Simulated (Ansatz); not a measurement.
# AlO2: geometry relaxation (part 1 of 2)

AlO2 (R-3m, 3 atoms in the cell), computed with DFT PBE, scalar-relativistic, plane waves, PAW, no spin polarisation (Ansatz 0.2.0).

The structure was made by a generator, so it may or may not be a known phase.

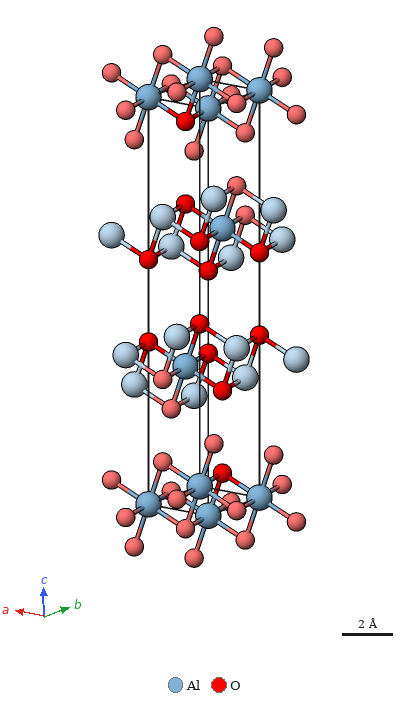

Figure 1. The input geometry (ball-and-stick view of the cell 3 times as large as that of the calculation, set on its symmetry axes, seen at an oblique angle; neighbours outside the cell are drawn fainter). Near neighbours in the crystal (not all of them lie inside the picture): Al has 6 O at 1.93 Å; O has 3 Al at 1.93 Å.

### Input file
```yaml
crystal:
  lattice:
    - [1.30475632, 0.75330141, 6.17046183]
    - [-1.30475632, 0.75330141, 6.17046183]
    - [0.0, -1.50660283, 6.17046183]
  atoms:
    - { symbol: Al, position: [0.0, 0.0, 0.0] }
    - { symbol: O, position: [0.60123998, 0.60123998, 0.60123998] }
    - { symbol: O, position: [0.39876002, 0.39876002, 0.39876002] }
basis:
  ecutwfc: 420
kpoints:
  mp_grid: { grid: [6, 6, 6] }
hamiltonian:
  xc: pbe
scf:
  occupations: { method: gaussian, width: 0.1 }
  lower_state_search: "off"
output:
  forces: true
  stress: true
  eigenvalues: true
relax:
  adjacent_minimum: "off"
  f_tol: 0.04
  max_steps: 70
  cell: { stress_tol: 0.4 }
```

Command:
```bash
ansatz run input.yaml --threads 1 --pin off --max-ram 2048MiB --backend cpu --events-out ev --progress --plain --runs-dir out
```

### The program's output
```
basis.fft_grid_basis auto: the FFT boxes are laid along the combinations [[1, 0, -1], [0, 1, -1], [0, 0, 1]] of the cell's own vectors, 2.610, 2.610 and 6.352 Å long. The dense box has 18×18×45 points. Along the cell's own vectors, as sized, it would have 45×45×45, 6.25 times as many. Of the 12 symmetry operations that the crystal satisfies within crystal.symmetry.tolerance (time reversal apart; of a slab, those that keep its plane) the dense box along the cell's own vectors carries 12, and the one as laid loses 8 of those. basis.fft_grid_basis: typed keeps the cell's own vectors: state it where this run's energies or levels are differenced outside the engine with another run's, or held beside a run that keeps those vectors.
Engine: ansatz 0.2.0, aarch64-unknown-linux-gnu
Pseudopotentials: kind: paw
Pseudopotential: Al, paw, valence charge 3, recommended cutoff 420 eV (normal), Al.paw.azcp
Pseudopotential: O, paw, valence charge 6, recommended cutoff 420 eV (normal), O.paw.azcp
Functional definition: PBE
  parameter kappa = 0.804
  parameter beta = 0.06672455060314922
  exchange = pbe_x(kappa = kappa, mu = beta*pi^2/3)
  correlation = pbe_c(beta = beta)
Crystal: 3 atoms, lattice volume = 36.389 Å³
Basis set: ecut = 420 eV, 747 PW (Γ), FFT grids on a1−a3, a2−a3, a3, exchange–correlation on 36×36×90 points (8 copies of the dense FFT grid, shifted against one another)
Bands: 12, of which v1, the nominal top of the filled ones, is band 8 counted from 1 (7 counted from 0)
Symmetry: 12 space group operations
Space group: R-3m (ITA 166), of the structure as read, at distance tolerance 3.3e-5 Å
k-points: 32 of 216
Non-local potential: Al, projectors of the file, l = 0: 2, l = 1: 2, l = 2: 1
Non-local potential: O, projectors of the file, l = 0: 2, l = 1: 2, l = 2: 1
PAW form: soft (Blöchl's): semilocal exchange-correlation on the pseudo side does not see the compensation charge
PAW one-centre angular grid: Al, 110 points (default); XC on 64 Gauss nodes
PAW one-centre angular grid: O, 110 points (default); XC on 64 Gauss nodes
Initial density: superposition of atomic densities (neutral atoms: chi_scale 0, normalization atom), corrected by the library's trained network
Initial wavefunctions: pseudopotential atomic-orbital guess
Functional: x = pbe(κ = 0.804, μ = 0.2195149727645171), c = pbe(β = 0.06672455060314922)
SCF iter   1: F=—  HF=-1671.837002 eV  |F-HF|=—  |Δ(HF+E_count)|=         —  Δρ=8.93e-3  dr2=2.28e-2  ethr=1.77e-3  ⟨swp⟩=6.4  Hψ=2793  notcnv=0
preconditioner: auto → LDOS  [insulator: Δε(μ)=0.204 eV  Ē_g=16.326 eV  σ=0.100 eV  W_gap=0.61  n_scr=4 (ndim 8)  ℏωp=23.8 eV  f_vac=0.227  D(μ)=3.46/eV (n_scr^D=44)  ε∞_Penn≈3.1  β→1.0]
SCF iter   2: F=—  HF=-1671.828235 eV  |F-HF|=—  |Δ(HF+E_count)|=   8.77e-3  Δρ=2.95e-3  dr2=2.55e-3  ethr=1.52e-4  ⟨swp⟩=2.4  Hψ=957  notcnv=0  defer=8
SCF iter   3: F=—  HF=-1671.828788 eV  |F-HF|=—  |Δ(HF+E_count)|=   5.53e-4  Δρ=1.58e-3  dr2=4.38e-4  ethr=1.70e-5  ⟨swp⟩=2.2  Hψ=671  notcnv=0  defer=8
SCF iter   4: F=—  HF=-1671.828827 eV  |F-HF|=—  |Δ(HF+E_count)|=   3.92e-5  Δρ=5.54e-4  dr2=8.62e-5  ethr=2.92e-6  ⟨swp⟩=2.4  Hψ=576  notcnv=0  defer=8
SCF iter   5: F=—  HF=-1671.828833 eV  |F-HF|=—  |Δ(HF+E_count)|=   5.74e-6  Δρ=9.85e-5  dr2=9.16e-7  ethr=5.75e-7  ⟨swp⟩=2.6  Hψ=597  notcnv=0  defer=8
SCF iter   6: F=-1671.828833 eV  HF=-1671.828833 eV  |F-HF|=4.04e-8  |Δ(HF+E_count)|=   3.87e-7  Δρ=1.30e-5  dr2=7.14e-8  ethr=6.67e-10  ⟨swp⟩=9.0  Hψ=2327  notcnv=0
SCF 1 converged in 6 iterations: F = -1671.828833 eV  dr2 = 7.14e-8
  greatest PAW one-centre occupation: 0.879 electrons in one spin orbital (limit 2), on the O atom at site 2 (counted from 0), in its partial waves of l = 0
relax step   1: F+E_penalty+E_count = -1671.82883299 eV  Δ(F+E_penalty+E_count) = +0.000e0 eV  max|allowed force component| = 2.034e0 eV/Å  Δτ_max = 0.0000 Å  P = +4.731 GPa  Ω = 36.389 Å³  (6 SCF iters, dr2 threshold 1.00e-7 eV, accepted)
Crystal: 3 atoms, lattice volume = 39.447 Å³
Basis set: ecut = 420 eV, 771 PW (Γ), FFT grids on a1−a3, a2−a3, a3, exchange–correlation on 36×36×90 points (8 copies of the dense FFT grid, shifted against one another)
Initial density: handed on by an earlier stage of this run
Initial wavefunctions: those handed on with the density
iter 1 solved again at ethr=9.84e-4 eV; its pass at ethr=3.10e-3 eV (dr2=1.48e-1 eV) is discarded
SCF iter   1: F=—  HF=-1672.591878 eV  |F-HF|=—  |Δ(HF+E_count)|=         —  Δρ=3.83e-2  dr2=1.46e-1  ethr=9.84e-4  ⟨swp⟩=1.0  Hψ=3166  notcnv=0
preconditioner: auto → LDOS  [metal: Δε(μ)=0.009 eV  Ē_g=16.705 eV  σ=0.100 eV  W_gap=0.05  n_scr=4 (ndim 8)  ℏωp=22.9 eV  f_vac=0.254  D(μ)=4.87/eV (n_scr^D=74)  β→1.0]
SCF iter   2: F=—  HF=-1672.563686 eV  |F-HF|=—  |Δ(HF+E_count)|=   2.82e-2  Δρ=2.26e-2  dr2=7.54e-2  ethr=9.73e-4  ⟨swp⟩=2.0  Hψ=736  notcnv=0
SCF iter   3: F=—  HF=-1672.542979 eV  |F-HF|=—  |Δ(HF+E_count)|=   2.07e-2  Δρ=4.93e-3  dr2=4.74e-3  ethr=5.03e-4  ⟨swp⟩=2.9  Hψ=848  notcnv=0  defer=4
SCF iter   4: F=—  HF=-1672.542259 eV  |F-HF|=—  |Δ(HF+E_count)|=   7.20e-4  Δρ=3.07e-3  dr2=1.43e-3  ethr=3.16e-5  ⟨swp⟩=1.7  Hψ=566  notcnv=0  defer=4
SCF iter   5: F=—  HF=-1672.542195 eV  |F-HF|=—  |Δ(HF+E_count)|=   6.40e-5  Δρ=9.84e-4  dr2=2.03e-4  ethr=9.53e-6  ⟨swp⟩=1.1  Hψ=436  notcnv=0  defer=4
SCF iter   6: F=—  HF=-1672.542132 eV  |F-HF|=—  |Δ(HF+E_count)|=   6.27e-5  Δρ=9.02e-5  dr2=2.68e-6  ethr=1.35e-6  ⟨swp⟩=2.8  Hψ=614  notcnv=0  defer=4
SCF iter   7: F=-1672.542132 eV  HF=-1672.542132 eV  |F-HF|=2.03e-7  |Δ(HF+E_count)|=   2.10e-7  Δρ=1.84e-5  dr2=2.53e-7  ethr=2.00e-9  ⟨swp⟩=5.6  Hψ=2287  notcnv=0
SCF 2 converged in 7 iterations: F = -1672.542132 eV  dr2 = 2.53e-7
[... from here on the iterations of each SCF are left out, up to the last one ...]
relax step   2: F+E_penalty+E_count = -1672.54213221 eV  Δ(F+E_penalty+E_count) = -7.133e-1 eV  max|allowed force component| = 2.096e0 eV/Å  Δτ_max = 0.0937 Å  P = -1.007 GPa  Ω = 39.447 Å³  energy of the carried Pulay correction = -1.279e-2 eV  (7 SCF iters, dr2 threshold 3.00e-7 eV, accepted)
Crystal: 3 atoms, lattice volume = 41.831 Å³
Basis set: ecut = 420 eV, 811 PW (Γ), FFT grids on a1−a3, a2−a3, a3, exchange–correlation on 36×36×90 points (8 copies of the dense FFT grid, shifted against one another)
preconditioner: auto → LDOS  [metal: Δε(μ)=0.009 eV  Ē_g=17.187 eV  σ=0.100 eV  W_gap=0.05  n_scr=4 (ndim 8)  ℏωp=22.2 eV  f_vac=0.286  D(μ)=4.76/eV (n_scr^D=68)  β→1.0]
SCF 3 converged in 7 iterations: F = -1673.110190 eV  dr2 = 3.15e-8
relax step   3: F+E_penalty+E_count = -1673.11018997 eV  Δ(F+E_penalty+E_count) = -5.681e-1 eV  max|allowed force component| = 2.367e-1 eV/Å  Δτ_max = 0.1554 Å  P = +0.493 GPa  Ω = 41.831 Å³  energy of the carried Pulay correction = -2.206e-2 eV  (7 SCF iters, dr2 threshold 3.00e-7 eV, accepted)
Crystal: 3 atoms, lattice volume = 41.524 Å³
preconditioner: auto → LDOS  [metal: Δε(μ)=0.026 eV  Ē_g=17.081 eV  σ=0.100 eV  W_gap=0.14  n_scr=4 (ndim 8)  ℏωp=22.3 eV  f_vac=0.271  D(μ)=5.05/eV (n_scr^D=68)  β→1.0]
SCF 4 converged in 5 iterations: F = -1673.122410 eV  dr2 = 1.26e-7
relax step   4: F+E_penalty+E_count = -1673.12241033 eV  Δ(F+E_penalty+E_count) = -1.222e-2 eV  max|allowed force component| = 1.899e-1 eV/Å  Δτ_max = 0.0045 Å  P = +0.160 GPa  Ω = 41.524 Å³  energy of the carried Pulay correction = -2.090e-2 eV  (5 SCF iters, dr2 threshold 3.00e-7 eV, accepted)
Crystal: 3 atoms, lattice volume = 40.278 Å³
Basis set: ecut = 420 eV, 793 PW (Γ), FFT grids on a1−a3, a2−a3, a3, exchange–correlation on 36×36×90 points (8 copies of the dense FFT grid, shifted against one another)
preconditioner: auto → LDOS  [metal: Δε(μ)=0.015 eV  Ē_g=17.125 eV  σ=0.100 eV  W_gap=0.08  n_scr=4 (ndim 8)  ℏωp=22.7 eV  f_vac=0.246  D(μ)=4.86/eV (n_scr^D=68)  β→1.0]
SCF 5 converged in 6 iterations: F = -1673.134920 eV  dr2 = 1.93e-7
relax step   5: F+E_penalty+E_count = -1673.13492038 eV  Δ(F+E_penalty+E_count) = -1.251e-2 eV  max|allowed force component| = 1.186e-1 eV/Å  Δτ_max = 0.0336 Å  P = +0.053 GPa  Ω = 40.278 Å³  energy of the carried Pulay correction = -1.609e-2 eV  (6 SCF iters, dr2 threshold 3.00e-7 eV, accepted)
Crystal: 3 atoms, lattice volume = 38.108 Å³
Basis set: ecut = 420 eV, 755 PW (Γ), FFT grids on a1−a3, a2−a3, a3, exchange–correlation on 36×36×90 points (8 copies of the dense FFT grid, shifted against one another)
preconditioner: auto → LDOS  [metal: Δε(μ)=0.036 eV  Ē_g=17.132 eV  σ=0.100 eV  W_gap=0.20  n_scr=2 (ndim 8)  ℏωp=23.3 eV  f_vac=0.199  D(μ)=4.36/eV (n_scr^D=60)  β→1.0]
SCF 6 converged in 7 iterations: F = -1673.158203 eV  dr2 = 1.33e-8
relax step   6: F+E_penalty+E_count = -1673.15820263 eV  Δ(F+E_penalty+E_count) = -2.328e-2 eV  max|allowed force component| = 1.423e-1 eV/Å  Δτ_max = 0.0576 Å  P = +0.111 GPa  Ω = 38.108 Å³  energy of the carried Pulay correction = -7.318e-3 eV  (7 SCF iters, dr2 threshold 3.00e-7 eV, accepted)
Crystal: 3 atoms, lattice volume = 35.998 Å³
Basis set: ecut = 420 eV, 689 PW (Γ), FFT grids on a1−a3, a2−a3, a3, exchange–correlation on 36×36×90 points (8 copies of the dense FFT grid, shifted against one another)
preconditioner: auto → LDOS  [metal: Δε(μ)=0.022 eV  Ē_g=17.189 eV  σ=0.100 eV  W_gap=0.12  n_scr=2 (ndim 8)  ℏωp=24.0 eV  f_vac=0.144  D(μ)=3.32/eV (n_scr^D=36)  β→1.0]
SCF 7 converged in 6 iterations: F = -1673.191773 eV  dr2 = 1.83e-8
relax step   7: F+E_penalty+E_count = -1673.19177301 eV  Δ(F+E_penalty+E_count) = -3.357e-2 eV  max|allowed force component| = 3.281e-1 eV/Å  Δτ_max = 0.0564 Å  P = +0.496 GPa  Ω = 35.998 Å³  energy of the carried Pulay correction = +1.713e-3 eV  (6 SCF iters, dr2 threshold 3.00e-7 eV, accepted)
Crystal: 3 atoms, lattice volume = 33.881 Å³
Basis set: ecut = 420 eV, 663 PW (Γ), FFT grids on a1−a3, a2−a3, a3, exchange–correlation on 36×36×90 points (8 copies of the dense FFT grid, shifted against one another)
preconditioner: auto → LDOS  [metal: Δε(μ)=0.055 eV  Ē_g=17.368 eV  σ=0.100 eV  W_gap=0.30  n_scr=2 (ndim 8)  ℏωp=24.7 eV  f_vac=0.095  D(μ)=2.72/eV (n_scr^D=28)  β→1.0]
SCF 8 converged in 6 iterations: F = -1673.247891 eV  dr2 = 1.05e-8
relax step   8: F+E_penalty+E_count = -1673.24789130 eV  Δ(F+E_penalty+E_count) = -5.612e-2 eV  max|allowed force component| = 5.891e-1 eV/Å  Δτ_max = 0.0624 Å  P = +1.026 GPa  Ω = 33.881 Å³  energy of the carried Pulay correction = +1.132e-2 eV  (6 SCF iters, dr2 threshold 3.00e-7 eV, accepted)
Crystal: 3 atoms, lattice volume = 31.773 Å³
Basis set: ecut = 420 eV, 627 PW (Γ), FFT grids on a1−a3, a2−a3, a3, exchange–correlation on 36×36×90 points (8 copies of the dense FFT grid, shifted against one another)
preconditioner: auto → LDOS  [metal: Δε(μ)=0.038 eV  Ē_g=17.519 eV  σ=0.100 eV  W_gap=0.21  n_scr=2 (ndim 8)  ℏωp=25.5 eV  f_vac=0.044  D(μ)=2.18/eV (n_scr^D=28)  β→1.0]
SCF 9 converged in 5 iterations: F = -1673.330901 eV  dr2 = 1.44e-7
relax step   9: F+E_penalty+E_count = -1673.33090115 eV  Δ(F+E_penalty+E_count) = -8.301e-2 eV  max|allowed force component| = 8.804e-1 eV/Å  Δτ_max = 0.0709 Å  P = +1.760 GPa  Ω = 31.773 Å³  energy of the carried Pulay correction = +2.147e-2 eV  (5 SCF iters, dr2 threshold 3.00e-7 eV, accepted)
Crystal: 3 atoms, lattice volume = 29.650 Å³
Basis set: ecut = 420 eV, 565 PW (Γ), FFT grids on a1−a3, a2−a3, a3, exchange–correlation on 36×36×90 points (8 copies of the dense FFT grid, shifted against one another)
preconditioner: auto → none  [metal: Δε(μ)=0.030 eV  Ē_g=17.705 eV  σ=0.100 eV  W_gap=0.16  n_scr=2 (ndim 8)  ℏωp=26.4 eV  f_vac=0.006  D(μ)=1.46/eV (n_scr^D=14)]
SCF 10 converged in 6 iterations: F = -1673.409803 eV  dr2 = 2.17e-9
relax step  10: F+E_penalty+E_count = -1673.40980330 eV  Δ(F+E_penalty+E_count) = -7.890e-2 eV  max|allowed force component| = 1.059e0 eV/Å  Δτ_max = 0.0806 Å  P = +3.884 GPa  Ω = 29.650 Å³  energy of the carried Pulay correction = +3.236e-2 eV  (6 SCF iters, dr2 threshold 3.00e-7 eV, accepted)
Crystal: 3 atoms, lattice volume = 28.567 Å³
Basis set: ecut = 420 eV, 553 PW (Γ), FFT grids on a1−a3, a2−a3, a3, exchange–correlation on 36×36×90 points (8 copies of the dense FFT grid, shifted against one another)
preconditioner: auto → none  [metal: Δε(μ)=0.098 eV  Ē_g=17.365 eV  σ=0.100 eV  W_gap=0.49  n_scr=2 (ndim 8)  ℏωp=26.9 eV  f_vac=0.000  D(μ)=0.94/eV (n_scr^D=2)]
SCF 11 converged in 6 iterations: F = -1673.372321 eV  dr2 = 3.87e-9
relax step  11: F+E_penalty+E_count = -1673.37232050 eV  Δ(F+E_penalty+E_count) = +3.748e-2 eV  max|allowed force component| = 1.376e0 eV/Å  Δτ_max = 0.1918 Å  P = -2.525 GPa  Ω = 28.567 Å³  energy of the carried Pulay correction = +3.820e-2 eV  (6 SCF iters, dr2 threshold 3.00e-7 eV, rejected (line search))
Crystal: 3 atoms, lattice volume = 30.570 Å³
Basis set: ecut = 420 eV, 585 PW (Γ), FFT grids on a1−a3, a2−a3, a3, exchange–correlation on 36×36×90 points (8 copies of the dense FFT grid, shifted against one another)
preconditioner: auto → LDOS  [metal: Δε(μ)=0.059 eV  Ē_g=17.245 eV  σ=0.100 eV  W_gap=0.31  n_scr=2 (ndim 8)  ℏωp=26.0 eV  f_vac=0.063  D(μ)=1.47/eV (n_scr^D=14)  β→1.0]
the search or the solves at the SCF's close seem to have found levels that the self-consistency loop had missed (the run counts 1). By its estimate they hold under 1e-12 electrons; where the run keeps them, the occupations were computed again with them
SCF 12 converged in 7 iterations: F = -1673.423186 eV  dr2 = 3.15e-11
relax step  12: F+E_penalty+E_count = -1673.42318608 eV  Δ(F+E_penalty+E_count) = -1.338e-2 eV  max|allowed force component| = 3.704e-1 eV/Å  Δτ_max = 0.0656 Å  P = -5.024 GPa  Ω = 30.570 Å³  energy of the carried Pulay correction = +2.756e-2 eV  (7 SCF iters, accepted)
Crystal: 3 atoms, lattice volume = 29.448 Å³
preconditioner: auto → none  [insulator: Δε(μ)=0.148 eV  Ē_g=17.515 eV  σ=0.100 eV  W_gap=0.55  n_scr=2 (ndim 8)  ℏωp=26.5 eV  f_vac=0.009  D(μ)=1.31/eV (n_scr^D=14)  ε∞_Penn≈3.3]
SCF 13 converged in 6 iterations: F = -1673.464621 eV  dr2 = 5.10e-10
relax step  13: F+E_penalty+E_count = -1673.46462058 eV  Δ(F+E_penalty+E_count) = -4.143e-2 eV  max|allowed force component| = 5.382e-2 eV/Å  Δτ_max = 0.0102 Å  P = -0.391 GPa  Ω = 29.448 Å³  energy of the carried Pulay correction = +3.344e-2 eV  (6 SCF iters, dr2 threshold 3.00e-7 eV, accepted)
Crystal: 3 atoms, lattice volume = 29.163 Å³
preconditioner: auto → LDOS  [insulator: Δε(μ)=0.175 eV  Ē_g=17.524 eV  σ=0.100 eV  W_gap=0.61  n_scr=2 (ndim 8)  ℏωp=26.6 eV  f_vac=0.013  D(μ)=1.25/eV (n_scr^D=14)  ε∞_Penn≈3.3  β→1.0]
SCF 14 converged in 4 iterations: F = -1673.466851 eV  dr2 = 2.05e-7
relax step  14: F+E_penalty+E_count = -1673.46685137 eV  Δ(F+E_penalty+E_count) = -2.231e-3 eV  max|allowed force component| = 1.003e-2 eV/Å  Δτ_max = 0.0135 Å  P = +0.281 GPa  Ω = 29.163 Å³  energy of the carried Pulay correction = +3.496e-2 eV  (4 SCF iters, dr2 threshold 3.00e-7 eV, accepted)
Crystal: 3 atoms, lattice volume = 29.251 Å³
preconditioner: auto → LDOS  [insulator: Δε(μ)=0.169 eV  Ē_g=17.504 eV  σ=0.100 eV  W_gap=0.60  n_scr=2 (ndim 8)  ℏωp=26.6 eV  f_vac=0.018  D(μ)=1.26/eV (n_scr^D=14)  ε∞_Penn≈3.3  β→1.0]
SCF 15 converged in 4 iterations: F = -1673.466537 eV  dr2 = 1.93e-8
relax step  15: F+E_penalty+E_count = -1673.46653657 eV  Δ(F+E_penalty+E_count) = +3.148e-4 eV  max|allowed force component| = 5.349e-4 eV/Å  Δτ_max = 0.0033 Å  P = -0.001 GPa  Ω = 29.251 Å³  energy of the carried Pulay correction = +3.449e-2 eV  (4 SCF iters, dr2 threshold 3.00e-7 eV, accepted)
Basis set: ecut = 420 eV, 565 PW (Γ), FFT grids on a1−a3, a2−a3, a3, exchange–correlation on 40×40×60 points (8 copies of the dense FFT grid, shifted against one another)
Initial wavefunctions: pseudopotential atomic-orbital guess (no wavefunctions were taken with the density)
preconditioner: auto → LDOS  [insulator: Δε(μ)=0.169 eV  Ē_g=17.505 eV  σ=0.100 eV  W_gap=0.60  n_scr=2 (ndim 8)  ℏωp=26.6 eV  f_vac=0.018  D(μ)=1.26/eV (n_scr^D=14)  ε∞_Penn≈3.3  β→1.0]
SCF 16 converged in 6 iterations: F = -1673.528165 eV  dr2 = 1.67e-11
relax step  16: F+E_penalty+E_count = -1673.52816515 eV  Δ(F+E_penalty+E_count) = -6.163e-2 eV  max|allowed force component| = 1.040e-2 eV/Å  Δτ_max = 0.0000 Å  P = +2.404 GPa  Ω = 29.251 Å³  stress off target by 3.86e0 GPa  SCF on the basis re-selected at this cell (its energy is not comparable with the rows above)  (6 SCF iters)
basis re-selected at this cell: Δ(F+E_penalty+E_count) = -6.163e-2 eV, ΔP = +2.405 GPa vs the last step (what re-selecting the basis moved, of the pressure what is left beyond the Pulay correction that the steps carried, after the strain that the cell walked since its last selection, with what the two solves' SCF thresholds leave and, on support functions, any second-order correction that the steps lacked; it is no measure of the basis error at this ecutwfc). The dense FFT grid was sized anew with the basis: this SCF ran on 20×20×30 points, the steps before it on 18×18×45, so part of this shift can come from that change (see relax.cell in the input reference). This SCF's stress stands 3.86e0 GPa from its target on what of the cell is left free (relax.cell.stress_tol is 4.00e-1 GPa) and its largest allowed force component is 1.04e-2 eV/Å (relax.f_tol is 4.00e-2 eV/Å): not within both, so this SCF does not close the relaxation
Crystal: 3 atoms, lattice volume = 29.546 Å³
preconditioner: auto → LDOS  [insulator: Δε(μ)=0.174 eV  Ē_g=17.368 eV  σ=0.100 eV  W_gap=0.61  n_scr=2 (ndim 8)  ℏωp=26.5 eV  f_vac=0.019  D(μ)=1.27/eV (n_scr^D=14)  ε∞_Penn≈3.3  β→1.0]
SCF 17 converged in 4 iterations: F = -1673.532146 eV  dr2 = 9.36e-8
relax step  17: F+E_penalty+E_count = -1673.53214582 eV  Δ(F+E_penalty+E_count) = -3.981e-3 eV  max|allowed force component| = 1.177e-3 eV/Å  Δτ_max = 0.0031 Å  P = +0.359 GPa  Ω = 29.546 Å³  energy of the carried Pulay correction = -1.699e-3 eV  (4 SCF iters, dr2 threshold 3.00e-7 eV, accepted)
```
